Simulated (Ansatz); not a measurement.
## Twisted Janus MoSSe bilayer, 38.21° (42 atoms): a reference run and its variants

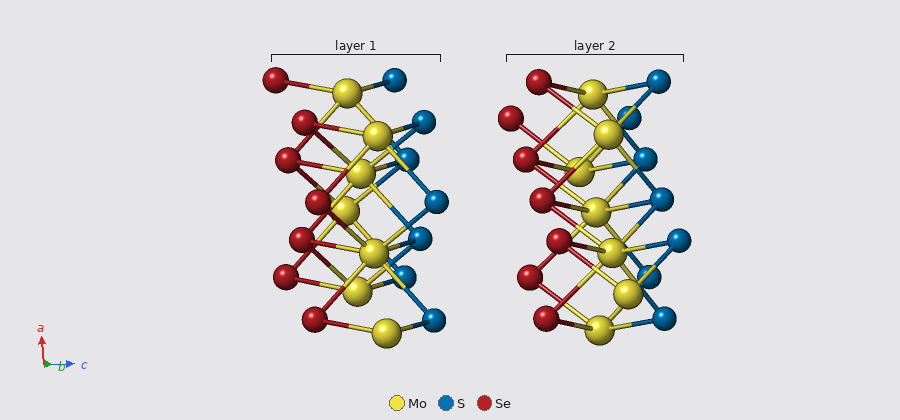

The cell (molybdenum yellow, sulfur blue, selenium red).

The cell holds 42 atoms: 14 Mo, 14 S and 14 Se. Cell: a = 8.519 Å, b = 8.519 Å, c = 23.690 Å, α = 90.0°, β = 90.0°, γ = 120.0°. It derives from MoSeS (Janus MoSSe). Janus MoSSe (a = 3.22 Å) under Janus MoSSe (a = 3.22 Å), bilayer, commensurate cell of 7 unit cells a layer, twist 38.21 deg; facing planes 3.23 Å apart; 14 Å of vacuum; layers as built, displaced by a Gaussian of 0.01 Å. Regions: layer 1, 21 atoms (7 Mo, 7 S and 7 Se); layer 2, 21 atoms (7 Mo, 7 S and 7 Se). Vacuum lies along c.

Geometry: as built.

Reference run: Kohn-Sham DFT, PBE+D4, PAW (set soft_2, large core), plane waves (Ansatz 0.2.0), cutoff 750 eV, k-mesh 3×3×1, fixed occupations.

```
r.m.s. force component                           : 0.2057 eV/Å
gap (highest filled to lowest empty level) : 0.9815 eV
SCF cycles                                       : 16
time                                             : 3.3 min on 4 threads of Arm Neoverse V2, shared host
```

Variants, in no order:
A. support functions medium, spacing 0.183 Å
B. support functions high
C. support functions medium, spacing 0.297 Å

Q: Order the variants from the smallest to the largest r.m.s. change of the forces.

B, A, C.

```tsv
variant	Δ force, r.m.s. (meV/Å)	share of r.m.s. force (%)	time over the reference's
B. support functions high	0.13	0.0631	2.4
A. support functions medium, spacing 0.183 Å	0.826	0.402	0.92
C. support functions medium, spacing 0.297 Å	2.25	1.10	0.47
```

[Logs are printed without paths, hosts, clocks, repeated set-up lines and the standing remarks that a program may print on its own settings, such as how far it seeks lower states.]

[Hosts, paths, dates, database ids (printed as entryN), source tags and the programs' standing remarks are cut or masked in the printed files.]
